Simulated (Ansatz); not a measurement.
# Mo (Im-3m): test of the smearing width, by script

How much does the smearing width move the energy of Mo (Im-3m)? Aim: a test of the smearing width, for Mo (Im-3m), run from a script.

All numbers are computed with Ansatz 0.2.0, driven from Python. Level of theory: DFT PBE, plane waves, PAW.

### 1 Starting point

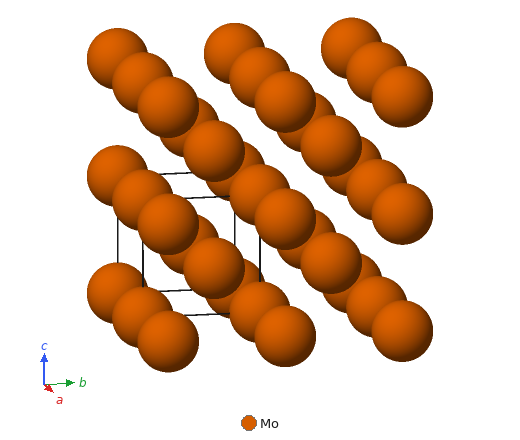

The structure that the script starts from, seen slightly off an axis (molybdenum orange). 2×2×2 cells are drawn. The cell is the conventional one. Atoms on cell faces are repeated.

mo.vasp, read by the script:

```text
Mo
1.0
  -1.57341500    1.57341500    1.57341500
   1.57341500   -1.57341500    1.57341500
   1.57341500    1.57341500   -1.57341500
Mo
1
Direct
   0.00000000    0.00000000    0.00000000
```

### 2 The code

File mo_smear.py:

```python
"""Smearing width test for Mo."""

import csv
import warnings

import ansatz
from ase.io import read


def main() -> None:
    warnings.simplefilter("ignore", ansatz.DeckWarning)

    atoms = read("mo.vasp", format="vasp")
    mo = ansatz.Crystal.from_ase(atoms)

    model = (
        mo.calculation()
        .functional(ansatz.Functional.PBE)
        .kpoints(length=22)
    )

    rows = []
    for value in [0.3, 0.2, 0.1, 0.05]:
        r = model.occupations("cold", width=value).run().report
        rows.append((value, r["free_energy_ev"] / len(r["lattice"]["sites"]), r["n_iterations"], r["n_kpoints"]))

    with open("smear.csv", "w", newline="") as handle:
        writer = csv.writer(handle)
        writer.writerow(["width (eV)", "F/atom (eV)", "iterations", "k-points"])
        writer.writerows([round(v, 5) if isinstance(v, float) else v for v in row] for row in rows)

    # differences from the last row
    for row in rows[:-1]:
        shift = 1000 * (row[1] - rows[-1][1])
        print(f"{row[0]}: {shift:+.2f} meV/atom" + ("  (within 5 meV)" if abs(shift) < 5 else ""))


if __name__ == "__main__":
    main()
```

### 3 What the engine is handed

The package turns the script's settings into the engine's input (first run):

```yaml
crystal:
  lattice:
    - [-1.573415, 1.573415, 1.573415]
    - [1.573415, -1.573415, 1.573415]
    - [1.573415, 1.573415, -1.573415]
  atoms:
    - { symbol: Mo, position: [0.0, 0.0, 0.0] }
kpoints:
  mp_grid:
    grid: [10, 10, 10]
hamiltonian:
  xc: pbe
scf:
  occupations:
    method: cold
    width: 0.3
```

### 4 Running it

Command:

```sh
python mo_smear.py
```

The log of the run:

```text
0.3: -5.57 meV/atom
0.2: -1.84 meV/atom  (within 5 meV)
0.1: -0.20 meV/atom  (within 5 meV)
```

Run time: 2.8 s. Hardware: 1 thread of Arm Neoverse V1, shared host; peak memory 0.37 GiB.

smear.csv, as written:

```csv
width (eV),F/atom (eV),iterations,k-points
0.3,-4956.009,5,47
0.2,-4956.00528,5,47
0.1,-4956.00364,5,47
0.05,-4956.00344,5,47
```

### 5 Inputs of later runs

The engine's inputs for the other runs:

Run 2, against run 1:

```diff
@@ -16 +16 @@
-    width: 0.3
+    width: 0.2
```

Run 3, against run 1:

```diff
@@ -16 +16 @@
-    width: 0.3
+    width: 0.1
```

Run 4, against run 1:

```diff
@@ -16 +16 @@
-    width: 0.3
+    width: 0.05
```

Lines on the test bed's own set-up are left out of the output.

### 6 Run by run

The 4 runs, in the order started:

```csv
run,width (eV),energy from run 4 (meV/atom),the same at zero width (meV/atom),SCF cycles,CPU time (s)
1,0.3,-5.57,-0.74,5,0.5
2,0.2,-1.84,-0.17,5,0.41
3,0.1,-0.20,-0.11,5,0.42
4,0.05,0.00,0.00,5,0.42
```

Energies are free energies F = E - TS of the smeared occupations. 

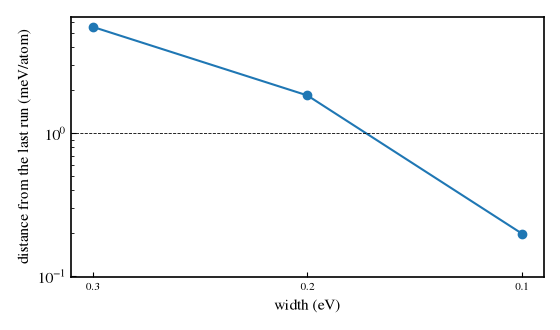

How far each run lies from the last one; the dashed line marks 1 meV/atom.

### 7 Summary of results

| quantity | value |
| --- | --- |
| runs compared | 4 |
| last run but one, from the last | -0.20 meV/atom |
| within 5 meV/atom of the last run from | 0.2 |

What this shows: Going from 0.05 to 0.3 eV changes F by -5.6 meV an atom. This scheme is built to cancel the term in the square of the width, but that needs a smooth density of states and a fine mesh, and here a sizeable shift remains. Notes:
- For a metal this k-point mesh is coarse: on a finer one energies can move by several to tens of meV an atom and pressures by half a GPa or more, differences at one mesh by less.
- The free energy holds a sizeable smearing term, which stands for no physical temperature.
- The narrowest width needs the finest mesh, so the last row is no converged reference.
